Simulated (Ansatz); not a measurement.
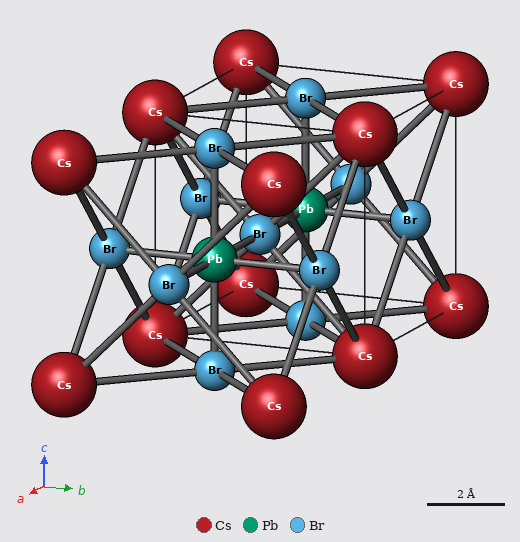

The starting point is solid CsPbBr3 (built on the cubic perovskite type) at its r2SCAN-relaxed geometry. Style: ball-and-stick. Shown: the cell of the calculation, repeated 2 × 1 × 1 with one cell outlined, slightly off an axis.

All numbers below come from DFT, PBE, plane waves, PAW in Ansatz. (plane-wave cutoff 420 eV; k-point mesh 4 × 4 × 4; occupations fermi dirac; smearing width 0.02 eV; no spin polarisation)

Now this is done to it. The cell is strained by +0.6 % along c and −2.0 % across it (volume −3.4 %). The atoms and the free axis were relaxed with r2SCAN under that strain, and this is a single point on that geometry.

The input:
```yaml
crystal:
  lattice:
    - [5.8241020931, 0.0, 0.0]
    - [0.0, 5.8241020931, 0.0]
    - [0.0, 0.0, 5.9784999413]
  atoms:
    - { symbol: Cs, position: [0.0, 0.0, 0.0] }
    - { symbol: Pb, position: [0.5, 0.5, 0.5] }
    - { symbol: Br, position: [0.5, 0.5, 0.0] }
    - { symbol: Br, position: [0.5, 0.0, 0.5] }
    - { symbol: Br, position: [0.0, 0.5, 0.5] }
kpoints:
  mp_grid: { grid: [4, 4, 4] }
  band_path:
    path: [[0.0, 0.0, 0.0], [0.0, 0.5, 0.0], [0.5, 0.5, 0.0], [0.5, 0.5, 0.5]]
    npoints: 1
hamiltonian:
  xc: pbe
scf:
  occupations: { method: fermi_dirac, width: 0.02 }
  n_extra_bands: 5
output:
  forces: true
  stress: true
  eigenvalues: true
```

Launched with:
```bash
ansatz run input.yaml --threads 2 --pin off --max-ram 18432MiB --backend cpu --events-out ev --progress --plain --runs-dir out
```

Q: What is the effect?

A: Among the bonded contacts that change: Br–Cs 4.202 → 4.118 to 4.173 Å, Br–Pb 2.971 → 2.912 to 2.989 Å. The space group (tolerance 0.01 Å) goes from Pm-3m (No. 221) to P4/mmm (No. 123). The energy rises by 12.3 meV per atom. Pressure: 0.7 GPa before, 1.5 GPa after. The principal stresses (compression positive) are 0.7 GPa along c and 1.9 GPa across it. All forces vanish by symmetry.

The changed structure in the same view:

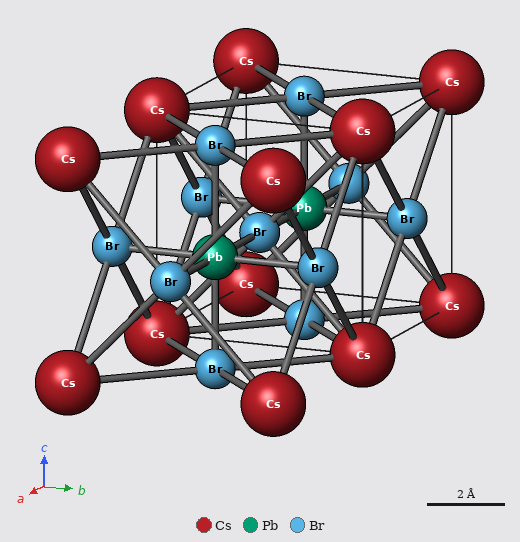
